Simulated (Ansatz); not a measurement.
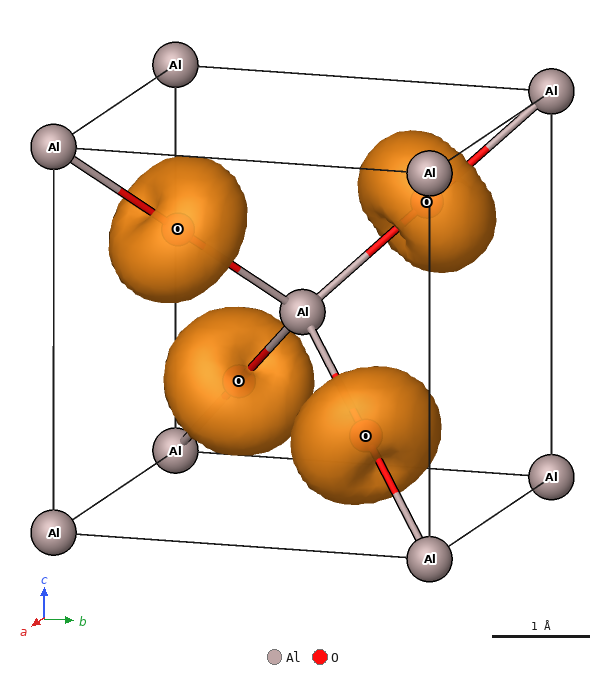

Figure 1: AlO₂. Isosurface of the spin density at +0.08 e/Å³ (orange), seen slightly off an axis. Sticks mark near contacts.

Space group Pn-3m; a structure generated by program, which may or may not match a known phase; spin-polarised.

All numbers below come from DFT PBE, scalar-relativistic, plane waves, PAW (Ansatz).

The density is the valence pseudo-density of a PAW calculation; it isn't the true density close to the nuclei.

> Where is the spin, and how is it ordered?

The spin density sits on O: +0.4 μB (×4) in one cell of 6 atoms: parallel main moments (a ferromagnetic arrangement) in this solution. The cell of the calculation (6 atoms) carries 2.0 μB of net spin moment.
